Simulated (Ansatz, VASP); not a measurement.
**Nb (Nb(100)) in two plane-wave programs**

One calculation is typed for both programs; each brings its own data sets and cutoff. How far apart do they land?

Method: plane waves, with VASP 6.6.1 beside it; single point at PBE, in Ansatz 0.2.0.

## (1) The starting structure

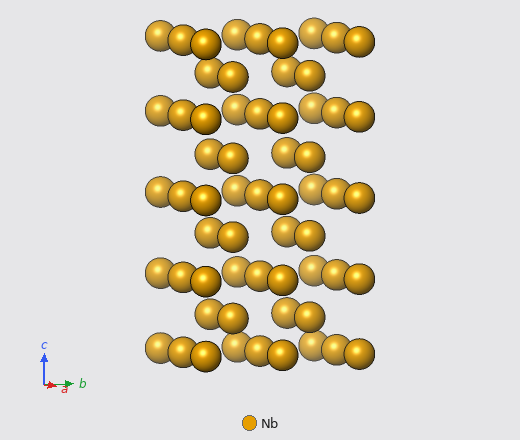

Start, viewed from the side, with the c axis up; niobium orange. 2×2×1 cells are drawn. Some periodic images of atoms are drawn too.

The cell holds 9 atoms: 9 Nb. Its edges and angles: a = 3.321 Å, b = 3.321 Å, c = 28.283 Å, α = 90.0°, β = 90.0°, γ = 90.0°. It derives from Nb. As first built, before any earlier steps moved the atoms: 9 layers of bcc Nb, cut at this functional's lattice. Vacuum lies along c.

## (2) Ansatz: single point, PBE

Ansatz runs on its default PAW (the set named soft_2) files.

A single point gives forces, pressure and levels at one fixed geometry, so differences don't come from the geometry; what else differs is listed under the comparison.

input.yaml

```yaml
crystal:
  lattice:
    - [3.3208006326, 0.0, 0.0]
    - [0.0, 3.3208006326, 0.0]
    - [0.0, 0.0, 28.2832025304]
  atoms:
    - { symbol: Nb, position: [0.0, 0.0, 0.2706799104] }
    - { symbol: Nb, position: [0.5, 0.5, 0.3225530497] }
    - { symbol: Nb, position: [0.0, 0.0, 0.3807647505] }
    - { symbol: Nb, position: [0.5, 0.5, 0.4421708885] }
    - { symbol: Nb, position: [0.0, 0.0, 0.5] }
    - { symbol: Nb, position: [0.5, 0.5, 0.5578291115] }
    - { symbol: Nb, position: [0.0, 0.0, 0.6192352495] }
    - { symbol: Nb, position: [0.5, 0.5, 0.6774469503] }
    - { symbol: Nb, position: [0.0, 0.0, 0.7293200896] }
hamiltonian:
  xc: pbe
  pseudopotentials: { kind: paw }
kpoints:
  mp_grid: { grid: [9, 9, 1] }
scf:
  occupations: { method: methfessel_paxton, width: 0.15 }
  n_extra_bands: 6
efield:
  axis: 3
  dipole_correction: true
  ramp_width: 0.04
output:
  forces: true
  eigenvalues: true
```

Started as:

```
ansatz run input.yaml --threads 4 --pin off --max-ram 9216MiB --backend cpu --events-out ev --progress --plain --runs-dir out
```

Numbers of over 12 decimals in the logs are rounded to 6 here.

The program printed:

```text
scf.n_extra_bands = 6 over 59 filled bands (N_el = 117.0): the run solves 65 bands
Engine: ansatz 0.2.0, x86_64-unknown-linux-gnu
Pseudopotentials: kind: paw
Pseudopotential: Nb, paw, valence charge 13, recommended cutoff 420 eV (normal), Nb.paw.azcp
Functional definition: PBE
  parameter kappa = 0.804
  parameter beta = 0.066725
  exchange = pbe_x(kappa = kappa, mu = beta*pi^2/3)
  correlation = pbe_c(beta = beta)
Crystal: 9 atoms, lattice volume = 311.899 Å³
Basis set: ecut = 420 eV, 6127 PW (Γ), exchange–correlation on 48×48×384 points (8 copies of the dense FFT grid, shifted against one another)
Bands: 65, of which v1, the nominal top of the filled ones, is band 59 counted from 1 (58 counted from 0)
Symmetry: 8 space group operations
k-points: 15 of 81
Non-local potential: Nb, projectors of the file, l = 0: 3, l = 1: 2, l = 2: 2, l = 3: 1
PAW form: soft (Blöchl's): semilocal exchange-correlation on the pseudo side does not see the compensation charge
PAW one-centre angular grid: Nb, 590 points (default); XC on 64 Gauss nodes
Initial density: superposition of atomic densities (neutral atoms: chi_scale 0, normalization atom), corrected by the library's trained network
Initial wavefunctions: pseudopotential atomic-orbital guess
Functional: x = pbe(κ = 0.804, μ = 0.219515), c = pbe(β = 0.066725)
SCF iter   1: F=—  HF=-40967.854803 eV  |F-HF|=—  |Δ(HF+E_count)|=         —  Δρ=1.63e-2  dr2=3.00e1  ethr=1.77e-3  p=0.000 e·Å  D=3.44e-13 V/Å  ΔV_dip=-0.00 eV  dr2_dipole=6.98e-7  V_vac-E_F(+/−)=4.42/4.41 eV  ⟨swp⟩=8.5  Hψ=4539  notcnv=0
efield: sawtooth ramp at fractional position 0.9800 (placed from the atoms, in the widest stretch of the axis that holds none; the zero of the levels goes with the place), width 0.0400; the density the first Hamiltonian is built on has a dipole p = 0.000 e·Å; the dipole correction subtracts the counter field D = 3.44e-13 V/Å, which shifts the + side's vacuum level by -0.00 eV against the − side's; the planar-averaged density in the ramp window peaks in size at 5.1e-5 e/Å³
preconditioner: auto → LDOS  [metal: Δε(μ)=0.024 eV  Ē_g=2.640 eV  σ=0.150 eV  W_gap=0.13  n_scr=72 (ndim 8)  ℏωp=14.1 eV  f_vac=0.416  D(μ)=8.08/eV (n_scr^D=54)  β→1.0]
SCF iter   2: F=—  HF=-40967.799951 eV  |F-HF|=—  |Δ(HF+E_count)|=   5.49e-2  S|Δr|=    0.00e0  Δρ=2.29e-2  dr2=2.55e1  ethr=1.77e-3  p=0.000 e·Å  D=4.75e-5 V/Å  ΔV_dip=-0.00 eV  dr2_dipole=1.19e-4  V_vac-E_F(+/−)=3.25/3.25 eV  ⟨swp⟩=3.1  Hψ=1640  notcnv=0  defer=1
SCF iter   3: F=—  HF=-40967.399990 eV  |F-HF|=—  |Δ(HF+E_count)|=   4.00e-1  S|Δr|=    0.00e0  Δρ=6.39e-3  dr2=1.18e0  ethr=1.77e-3  p=0.000 e·Å  D=2.25e-5 V/Å  ΔV_dip=-0.00 eV  dr2_dipole=3.49e-6  V_vac-E_F(+/−)=3.54/3.54 eV  ⟨swp⟩=2.0  Hψ=1285  notcnv=0  defer=2
SCF iter   4: F=—  HF=-40967.373659 eV  |F-HF|=—  |Δ(HF+E_count)|=   2.63e-2  S|Δr|=    0.00e0  Δρ=2.72e-3  dr2=3.46e-1  ethr=1.01e-3  p=0.000 e·Å  D=1.26e-5 V/Å  ΔV_dip=-0.00 eV  dr2_dipole=1.56e-5  V_vac-E_F(+/−)=3.55/3.55 eV  ⟨swp⟩=1.1  Hψ=1045  notcnv=0  defer=2
SCF iter   5: F=—  HF=-40967.370960 eV  |F-HF|=—  |Δ(HF+E_count)|=   2.70e-3  S|Δr|=    0.00e0  Δρ=1.06e-3  dr2=6.01e-2  ethr=2.95e-4  p=0.000 e·Å  D=1.51e-6 V/Å  ΔV_dip=-0.00 eV  dr2_dipole=2.39e-6  V_vac-E_F(+/−)=3.57/3.57 eV  ⟨swp⟩=1.0  Hψ=1001  notcnv=0  defer=2
SCF iter   6: F=—  HF=-40967.370810 eV  |F-HF|=—  |Δ(HF+E_count)|=   1.50e-4  S|Δr|=    0.00e0  Δρ=3.69e-4  dr2=9.30e-3  ethr=5.14e-5  p=-0.000 e·Å  D=-1.31e-6 V/Å  ΔV_dip=0.00 eV  dr2_dipole=4.00e-9  V_vac-E_F(+/−)=3.58/3.58 eV  ⟨swp⟩=1.9  Hψ=1047  notcnv=0  defer=2
SCF iter   7: F=—  HF=-40967.370704 eV  |F-HF|=—  |Δ(HF+E_count)|=   1.05e-4  S|Δr|=    0.00e0  Δρ=1.54e-4  dr2=1.04e-3  ethr=7.95e-6  p=-0.000 e·Å  D=-3.02e-6 V/Å  ΔV_dip=0.00 eV  dr2_dipole=9.35e-8  V_vac-E_F(+/−)=3.57/3.57 eV  ⟨swp⟩=1.8  Hψ=1155  notcnv=0  defer=2
SCF iter   8: F=—  HF=-40967.370679 eV  |F-HF|=—  |Δ(HF+E_count)|=   2.50e-5  S|Δr|=    0.00e0  Δρ=5.68e-5  dr2=1.08e-4  ethr=8.87e-7  p=-0.000 e·Å  D=-1.38e-7 V/Å  ΔV_dip=0.00 eV  dr2_dipole=5.80e-9  V_vac-E_F(+/−)=3.57/3.57 eV  ⟨swp⟩=1.9  Hψ=1129  notcnv=0  defer=2
SCF iter   9: F=—  HF=-40967.370682 eV  |F-HF|=—  |Δ(HF+E_count)|=   2.79e-6  S|Δr|=    0.00e0  Δρ=1.25e-5  dr2=3.58e-6  ethr=9.24e-8  p=-0.000 e·Å  D=-8.87e-7 V/Å  ΔV_dip=0.00 eV  dr2_dipole=6.96e-9  V_vac-E_F(+/−)=3.57/3.57 eV  ⟨swp⟩=1.9  Hψ=1095  notcnv=0  defer=2
SCF iter  10: F=—  HF=-40967.371170 eV  |F-HF|=—  |Δ(HF+E_count)|=   4.88e-4  S|Δr|=    0.00e0  Δρ=9.38e-6  dr2=1.59e-6  ethr=3.06e-9  p=0.000 e·Å  D=3.84e-7 V/Å  ΔV_dip=-0.00 eV  dr2_dipole=4.37e-9  V_vac-E_F(+/−)=3.57/3.57 eV  ⟨swp⟩=2.5  Hψ=1431  notcnv=0  defer=2
SCF iter  11: F=-40967.371170 eV  HF=-40967.371170 eV  |F-HF|=2.72e-8  |Δ(HF+E_count)|=   1.20e-7  S|Δr|=    0.00e0  Δρ=1.48e-6  dr2=3.09e-8  ethr=8.55e-11  p=-0.000 e·Å  D=-2.62e-7 V/Å  ΔV_dip=0.00 eV  dr2_dipole=1.67e-9  V_vac-E_F(+/−)=3.57/3.57 eV  ⟨swp⟩=8.3  Hψ=4730  notcnv=0
SCF 1 converged in 11 iterations: F = -40967.371170 eV  dr2 = 3.09e-8
  greatest PAW one-centre occupation: 0.998 electrons in one spin orbital (limit 2), on the Nb atom at site 7 (counted from 0), in its partial waves of l = 0
SCF converged after 11 iterations
Stability not checked: this state was not tested for a lower state beside it, because cold or Methfessel-Paxton smearing, or corrected tetrahedra, fill the levels in a way that the test cannot read (fill_not_monotonic; see scf.lower_state_search)
Free energy (F): -40967.371170 eV
Harris-Foulkes:  -40967.371170 eV  (|F-HF|=2.72e-8)
Internal energy: -40967.381679 eV  (E = F + TS)
E sigma→0 (E₀):  -40967.373797 eV
Entropy (-TS):   0.010510 eV (1.168 meV/atom)
Fermi energy:    7.717505 eV
Dipole field:    D = 0.000044 V/Å  (p = 0.000076 e·Å, saw-weighted, corrected)
Work function:   Φ+ = 3.5701 eV   Φ− = 3.5714 eV
Levels:          The Fermi level and band energies are counted from a zero that moves with the ramp; work functions are not
--- Per-component energies (eV) ---
  E_band       = -1806.091751
  E_kinetic    = 3545.484133
  E_local      = -126921.244805  (includes V_loc(G=0)·N_el)
  E_nonlocal   = 1081.461079
  E_hartree    = 61684.096009
  E_xc         = -1575.537659
  E_vxc        = -1910.648469  (∫ρ·V_xc dr)
  E_paw        = -27661.035502  (= ΣΔE_a)
  E_vpaw       = -969.383943  (= ΣTr[D̂ρ^β])
  E_aug_tail   = 0.000060  (compensation charges beyond the density's cutoff)
  E_efield     = 0.000000  (sawtooth field / dipole correction)
  E_vefield    = 0.000000  (∫n·V_field dr)
  E_ewald      = 48879.395006
  E_smearing   = 0.010510  (= −TS)
  E_closure    = 0.000000  (closes the sum)
  Σ components = -40967.371170   (vs F -40967.371170, Δ=0.00e0)
--- Forces (eV/Å), atoms counted from 1 ---
  atom   1  Nb    -0.00000000     0.00000000     0.17303246
  atom   2  Nb     0.00000000     0.00000000     0.00185075
  atom   3  Nb    -0.00000000     0.00000000    -0.04761102
  atom   4  Nb     0.00000000     0.00000000     0.03636290
  atom   5  Nb     0.00000000     0.00000000    -0.00001015
  atom   6  Nb     0.00000000     0.00000000    -0.03633572
  atom   7  Nb    -0.00000000     0.00000000     0.04763110
  atom   8  Nb     0.00000000     0.00000000    -0.00192672
  atom   9  Nb    -0.00000000     0.00000000    -0.17305228
  max |Σ_I F_I| component: 5.87e-5 eV/Å
--- Band table (eV; the first three rows and the last of 15) ---
  k-point 0: bands = [... 55 lower, 7.9279, 7.9358, 7.9719, 7.9719, 8.0575, 8.0575, 8.1557, 8.1557, ... 2 higher]
  k-point 1: bands = [... 55 lower, 7.6614, 7.7279, 7.8731, 7.9353, 7.9764, 8.1292, 8.4025, 8.4249, ... 2 higher]
  k-point 2: bands = [... 55 lower, 7.2855, 7.5119, 7.5579, 7.6748, 7.8391, 8.0235, 8.3815, 8.5972, ... 2 higher]
  k-point 14: bands = [... 55 lower, 7.0304, 7.0984, 7.7232, 7.8364, 8.6984, 8.7136, 9.6343, 9.6518, ... 2 higher]
```

It took 3.9 s on 4 threads of Intel Xeon 6975P-C (Granite Rapids), shared host; peak memory 0.85 GiB; 14 s of CPU time.

## (3) VASP: single point, PBE

The same cell, functional, mesh and smearing now go to VASP, with its own data sets and cutoff.

Lines of VASP's logs that name or quote its potential files are left out, and so is its time.

INCAR

```
SYSTEM = Nb
PREC = Normal
ENCUT = 320
EDIFF = 1E-06
NELM = 120
ISMEAR = 1
SIGMA = 0.15
LREAL = .FALSE.
ALGO = Fast
GGA = PE
NBANDS = 61
LASPH = .TRUE.
LORBIT = 11
LWAVE = .FALSE.
LCHARG = .TRUE.
KPAR = 4
IDIPOL = 3
LDIPOL = .TRUE.
DIPOL = 0.5 0.5 0.5
LVHAR = .TRUE.
LVACPOTAV = .TRUE.
NEDOS = 1500
```

POSCAR

```
Nb
1.0
    3.3208006326      0.0000000000      0.0000000000
    0.0000000000      3.3208006326      0.0000000000
    0.0000000000      0.0000000000     28.2832025304
Nb
9
Direct
    0.0000000000      0.0000000000      0.2706799104
    0.5000000000      0.5000000000      0.3225530497
    0.0000000000      0.0000000000      0.3807647505
    0.5000000000      0.5000000000      0.4421708885
    0.0000000000      0.0000000000      0.5000000000
    0.5000000000      0.5000000000      0.5578291115
    0.0000000000      0.0000000000      0.6192352495
    0.5000000000      0.5000000000      0.6774469503
    0.0000000000      0.0000000000      0.7293200896
```

KPOINTS

```
Automatic mesh
0
Gamma
9 9 1
0 0 0
```

PAW data sets: Nb_pv (PBE family, release 64).

Started as:

```
mpirun -np 4 vasp_std
```

The program printed:

```text
[banner, memory and clock lines left out]
running    4 mpi-ranks, on    1 nodes
 distrk:  each k-point on    1 cores,    4 groups
 distr:  one band on    1 cores,    1 groups

 POSCAR found type information on POSCAR Nb
 POSCAR found :  1 types and       9 ions
 LDA part: xc-table for (Slater+PW92), standard interpolation
 POSCAR, INCAR and KPOINTS ok, starting setup
 FFT: planning ... GRIDC
 FFT: planning ... GRID_SOFT
 FFT: planning ... GRID
 WAVECAR not read
 entering main loop
       N       E                     dE             d eps       ncg     rms          rms(c)
DAV:   1     0.100729165739E+04    0.10073E+04   -0.41997E+04  2310   0.113E+03
DAV:   2    -0.148146669043E+02   -0.10221E+04   -0.99658E+03  1925   0.642E+02
DAV:   3    -0.905956940013E+02   -0.75781E+02   -0.70980E+02  2956   0.139E+02
DAV:   4    -0.964608389765E+02   -0.58651E+01   -0.55951E+01  2764   0.389E+01
DAV:   5    -0.968121211468E+02   -0.35128E+00   -0.34144E+00  3124   0.811E+00    0.511E+01
RMM:   6    -0.126918705591E+03   -0.30107E+02   -0.13725E+02  2748   0.405E+01    0.301E+01
RMM:   7    -0.156081187305E+03   -0.29162E+02   -0.14282E+02  2738   0.586E+01    0.280E+01
RMM:   8    -0.936748760124E+02    0.62406E+02   -0.12231E+01  2155   0.300E+01    0.131E+01
RMM:   9    -0.884814215044E+02    0.51935E+01   -0.87523E+00  2430   0.152E+01    0.103E+01
RMM:  10    -0.881772458704E+02    0.30418E+00   -0.22635E+00  2587   0.738E+00    0.621E+00
RMM:  11    -0.880690741965E+02    0.10817E+00   -0.96186E-01  2931   0.289E+00    0.574E+00
RMM:  12    -0.880254542401E+02    0.43620E-01   -0.29333E-01  2954   0.186E+00    0.528E+00
RMM:  13    -0.877437775392E+02    0.28168E+00   -0.70377E-01  2785   0.266E+00    0.262E+00
RMM:  14    -0.876120594474E+02    0.13172E+00   -0.54977E-01  2803   0.217E+00    0.906E-01
[...]
RMM:  33    -0.876535583423E+02   -0.15738E-04   -0.11180E-04  1705   0.991E-03    0.299E-03
RMM:  34    -0.876535673473E+02   -0.90050E-05   -0.68218E-05  1665   0.839E-03    0.440E-03
RMM:  35    -0.876535730226E+02   -0.56752E-05   -0.53389E-05  1624   0.668E-03    0.241E-03
RMM:  36    -0.876535763580E+02   -0.33354E-05   -0.32371E-05  1472   0.568E-03    0.329E-03
RMM:  37    -0.876535789032E+02   -0.25452E-05   -0.25435E-05  1283   0.443E-03    0.246E-03
RMM:  38    -0.876535803222E+02   -0.14190E-05   -0.15464E-05  1266   0.436E-03    0.250E-03
RMM:  39    -0.876535815104E+02   -0.11882E-05   -0.12142E-05  1168   0.350E-03    0.210E-03
RMM:  40    -0.876535822504E+02   -0.73999E-06   -0.73912E-06  1131   0.327E-03
|                                                                             |
|           W    W    AA    RRRRR   N    N  II  N    N   GGGG   !!!           |
|           W    W   A  A   R    R  NN   N  II  NN   N  G    G  !!!           |
|           W    W  A    A  R    R  N N  N  II  N N  N  G       !!!           |
|           W WW W  AAAAAA  RRRRR   N  N N  II  N  N N  G  GGG   !            |
|           WW  WW  A    A  R   R   N   NN  II  N   NN  G    G                |
|           W    W  A    A  R    R  N    N  II  N    N   GGGG   !!!           |
|                                                                             |
|     Did not find any points to average over, which means that no vacuum     |
|     field-free region was found. Please increase the size of  your cell     |
|     in the dimension of the dipole correction to obtain accurate            |
|     workfunction values.                                                    |
|                                                                             |

   1 F= -.87653582E+02 E0= -.87657086E+02  d E =0.105110E-01
```

(Continued in part 2 of 2.)

[Lines on the potential files, build, host, timing and source positions are cut from VASP's logs without a mark.]

[Logs are printed without paths, hosts, clocks, repeated set-up lines and the standing remarks that a program may print on its own settings, such as how far it seeks lower states.]

[Hosts, paths, dates, database ids (printed as entryN), source tags and the programs' standing remarks are cut or masked in the printed files.]
